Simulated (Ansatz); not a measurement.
# Gap against strain: armchair SiC nanoribbon (N = 5, H edges)

Set-up. Ansatz 0.2.0, plane waves with PAW datasets, PBE, Fermi-Dirac smearing of 0.05 eV, no spin-orbit coupling. The period is scaled from its relaxed value of 5.403 Å and the atoms relax, within the symmetry of the start, at each strain ε (in %); gaps, in eV, are read on a band path.

| period (Å) | energy (eV a cell) | place of the conduction minimum (Γ = 0, Z = 1) | ε | gap |
| --- | --- | --- | --- | --- |
| 5.187 | +0.265 | 0.00 | −4 | 2.288 |
| 5.295 | +0.065 | 0.00 | −2 | 2.241 |
| 5.403 | 0.000 | 0.00 | 0 | 2.193 |
| 5.511 | +0.063 | 0.00 | 2 | 2.152 |
| 5.619 | +0.248 | 0.00 | 4 | 2.106 |

One run is withheld: period (Å) = 5.727, with ε = 6. Fit a straight line gap = a + b × ε to the 5 rows shown and predict it.

**Fit.** The means are 0 for ε and 2.196 for gap. The sum of products of deviations is −0.9086 and the sum of squares in ε is 40, so b = −0.9086 / 40 = −0.02272 and a = 2.196 − (−0.02272) × 0 = 2.196. The residuals' standard deviation, with 3 degrees of freedom, is σ = 0.0021.

**Prediction.** gap = 2.196 + (−0.02272) × 6 = 2.06. The run gave 2.062, so the prediction less the run is −0.0022. The standard error of a prediction there, σ√(1 + 1/5 + (6 − 0)²/40), is 0.003, and the miss is 0.73 times that, for a point outside the fitted range. With so few rows σ is itself uncertain.

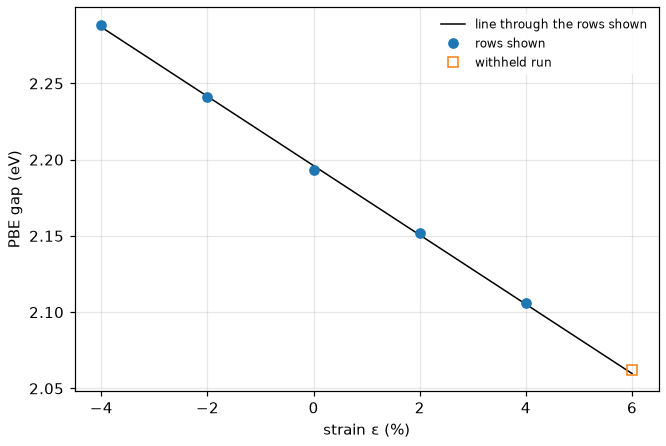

The fitted line, the rows shown and the withheld run.

The gap narrows at every step from compression to tension.

**Limits.** Kohn-Sham gaps of a wire among periodic images, which in a check on one flat ribbon (7 Å apart) lowered the gap by 0.2 eV and flattened the slope; the slope b × 100 is a mean deformation potential of the gap, in eV per unit strain. Between neighbouring runs it lies between −2.4 and −2.1 eV. The unstrained row comes from a denser mesh than the others, which shifts its energy a little. Series of this kind are told only where this holds: a gap at every strain (compound wires with polar facets were set aside first). 88 of 101 did.
